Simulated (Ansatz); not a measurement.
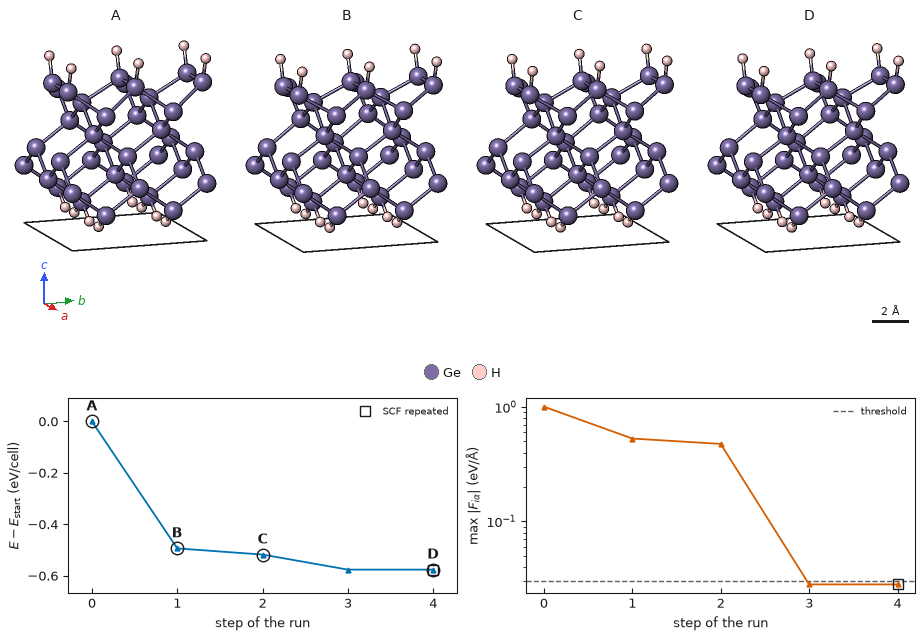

Frames of a constrained relaxation of a slab of composition Ge$_{2}$H (cut from the Fd-3m phase), marked on the history of the run. The picture is a ball-and-stick view of the cell of the calculation, outlined in the plane, without the vacuum, seen slightly off an axis.

Case: clean slab, lower planes held. The slab is the (1 0 0) face of Ge. 12 atoms are held fixed.

Computed with DFT PBE+D3(BJ), scalar-relativistic, plane waves, PAW in Ansatz 0.2.0. Settings: plane-wave cutoff 420 eV; k-point mesh 3 × 3 × 1; occupations gaussian; smearing width 0.1 eV; no spin polarisation; dipole correction; atoms relaxed in a fixed cell; force threshold 0.03 eV/Å; at most 70 steps.

Q: Describe the path.

A: The largest moves, 0.16 Å, are those of H atoms. Largest moves by element: H 0.16 Å, Ge 0.16 Å. The cell doesn't change. Among the contacts that change: Ge–Ge 2.572 → 2.466 Å, Ge–Ge 2.580 → 2.533 Å, Ge–Ge 2.468 → 2.424 Å, Ge–Ge 2.468 → 2.507 Å. Bond angles that change, for instance: Ge–Ge–Ge 103.1° → 109.6°, Ge–Ge–Ge 109.5° → 103.7°, H–Ge–H 109.5° → 104.8°. The energy falls by 0.576 eV per cell of the calculation in 3 accepted moves (4 points after the start). The largest force component goes from 1 to 0.028 eV/Å. 1 step only repeated the SCF at the same geometry. Cost: 99 s on 8 threads of Intel(R) Xeon(R) Platinum 8259CL CPU @ 2.50GHz (Skylake/Cascade Lake) (shared host), peak memory 5.4 GiB. From step 0 to 1: Ge and H atoms move most (0.19 Å), energy −0.493 eV per cell of the calculation. From step 1 to 2: H atoms move most (0.11 Å), energy −24.1 meV per cell of the calculation. From step 2 to 4: H atoms move most (0.08 Å), energy −58.5 meV per cell of the calculation.

```json
{"step": "0", "E − E(0), meV/atom": "0.00", "largest force component, eV/Å": "1.0064", "note": ""}
{"step": "1", "E − E(0), meV/atom": "-13.70", "largest force component, eV/Å": "0.5298", "note": ""}
{"step": "2", "E − E(0), meV/atom": "-14.37", "largest force component, eV/Å": "0.4754", "note": ""}
{"step": "3", "E − E(0), meV/atom": "-16.00", "largest force component, eV/Å": "0.0282", "note": ""}
{"step": "4", "E − E(0), meV/atom": "-16.00", "largest force component, eV/Å": "0.0281", "note": "same geometry, SCF repeated"}
```
